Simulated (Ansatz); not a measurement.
ZnSe (interface cell)

Input file:

```
crystal:
  lattice:
    - [3.9832742754, 0.0, 0.0]
    - [0.0, 5.6332005029, 0.0]
    - [0.0, 0.0, 15.9330971014]
  atoms:
    - { symbol: Zn, position: [0.0, 0.0, 0.0] }
    - { symbol: Se, position: [0.0, 0.75, 0.125] }
    - { symbol: Zn, position: [0.5, 0.5, 0.125] }
    - { symbol: Se, position: [0.5, 0.25, 0.25] }
    - { symbol: Zn, position: [1.0, 0.0, 0.25] }
    - { symbol: Se, position: [0.0, 0.75, 0.375] }
    - { symbol: Zn, position: [0.5, 0.5, 0.375] }
    - { symbol: Zn, position: [0.5, 0.25, 0.5] }
    - { symbol: Se, position: [1.0, 0.0, 0.5] }
    - { symbol: Zn, position: [0.0, 0.75, 0.625] }
    - { symbol: Se, position: [0.5, 0.5, 0.625] }
    - { symbol: Zn, position: [0.5, 0.25, 0.75] }
    - { symbol: Se, position: [1.0, 0.0, 0.75] }
    - { symbol: Zn, position: [0.0, 0.75, 0.875] }
    - { symbol: Se, position: [0.5, 0.5, 0.875] }
    - { symbol: Se, position: [0.5, 0.25, 0.0] }
basis:
  ecutwfc: 420
kpoints:
  mp_grid: { grid: [8, 6, 2] }
hamiltonian:
  xc: pbesol
scf:
  occupations: { method: gaussian, width: 0.05 }
output:
  forces: true
  stress: true
  eigenvalues: true
  populations: true
  write_density: true
  write_potential: true
  elf: true
  volumetric_format: npy
relax:
  adjacent_minimum: "off"
  f_tol: 0.02
  max_steps: 45
  cell: { fix: [a, b, alpha, beta, gamma], stress_tol: 0.1 }
```

Run with:

```sh
ansatz run input.yaml --threads 2 --pin off --max-ram 5120MiB --backend cpu --events-out ev --progress --plain --runs-dir out
```

The fields are those of the run's last geometry, not of the input's.

Level of theory: DFT PBEsol, scalar-relativistic, plane waves, PAW in Ansatz.

In a PAW calculation such maps are meaningful between the atoms, not at the nuclei.

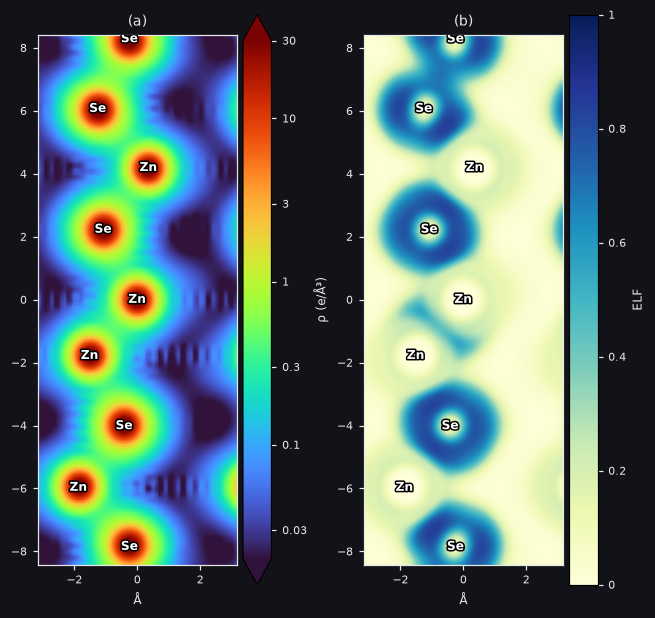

Figure 1. (a) valence pseudo-density; (b) electron localisation function on the (100) plane of the calculation cell.

What does the map show?

- The section cuts through Zn and Se sites.
- Zn–Se (2.44 Å): ρ is about 0.47 e/Å³ halfway; the ELF is about 0.60 at the midpoint.
- Se–Se (2.44 Å): the density is about 0.58 e/Å³ at the midpoint; the ELF peaks at about 0.70 between the atoms.
- Zn–Se (2.48 Å): ρ is about 0.42 e/Å³ halfway; the ELF is about 0.55 at the midpoint.
- The density dies away to nearly zero in the voids.

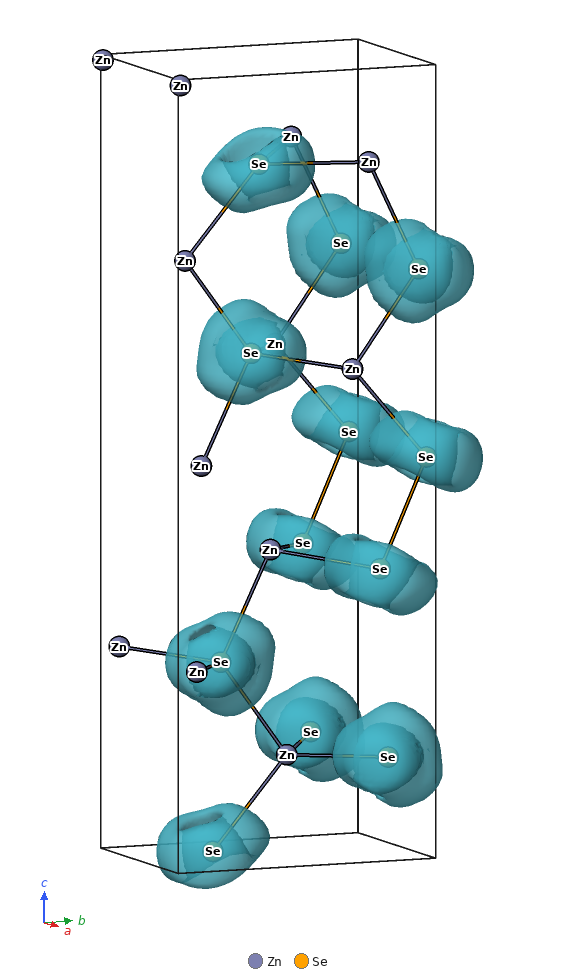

Figure 2. Isosurface of the electron localisation function at 0.75 (cyan), seen slightly off an axis. Core shells and regions of very low density are left out. Sticks mark near contacts.

What do the ELF domains correspond to?

The surface consists of eight regions wrapped around Se (the valence shell of each), counted in one cell of 16 atoms. Regions shared between cells count once. Along the contacts the grid gives the following. Zn–Se (2.42 Å): the ELF is about 0.60 at the midpoint.

Does the calculation give a band gap?

It is gapless in this calculation (a metal or semimetal).
